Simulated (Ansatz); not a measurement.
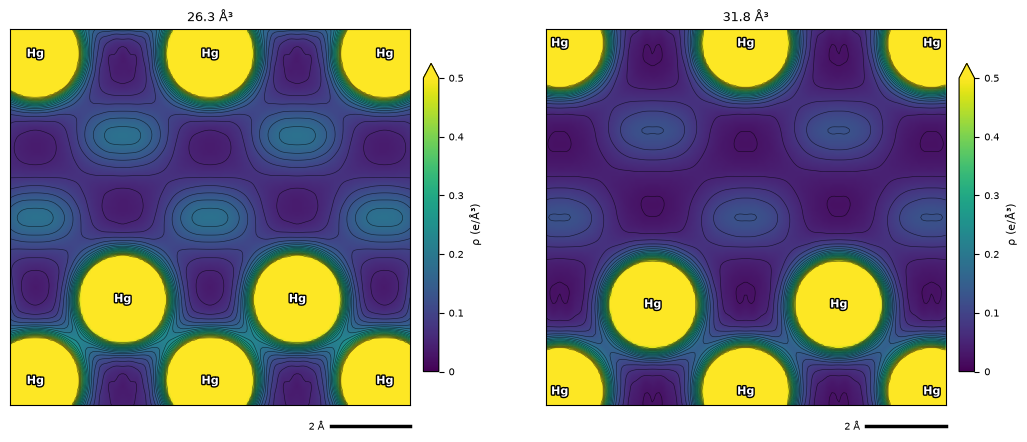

Hg. The valence electron density of cells scaled evenly to different volumes (given per atom above each panel), on the (110) plane of each (indices in the axes of the cell below), at one length scale and on one colour scale.

A structure from a database of computed crystals, not necessarily the ambient phase.

Level of theory: DFT PBE, scalar-relativistic, plane waves, PAW (Ansatz 0.2.0).

In a PAW calculation such maps are meaningful between the atoms, not at the nuclei.

The largest cell:

```
CELL_PARAMETERS angstrom
-3.10247 3.10247 1.65422
3.10247 -3.10247 1.65422
3.10247 3.10247 -1.65422
ATOMIC_POSITIONS crystal
Hg 0.75000 0.25000 0.50000
Hg 0.00000 0.00000 0.00000
```

| volume (Å³/atom) | Hg–Hg contact in the plane (Å) | ρ at its midpoint (e/Å³) | pressure (GPa) | 
| --- | --- | --- | --- |
| 26.34 | 3.016 | 0.221 | 2.2 | 
| 28.95 | 3.110 | ? | ? | 
| 31.84 | 3.211 | 0.153 | −0.7 | 

What values belong in the row with question marks?

Over the known rows ln ρ falls by 1.89 per Å of Hg–Hg distance (the line through the two), which gives 0.185 e/Å³ at 3.110 Å; the calculation gives 0.186 e/Å³. For the pressure, a straight line in volume between the neighbouring rows gives 0.8 GPa; the calculation gives 0.0, lower because pressure rises ever faster on compression.
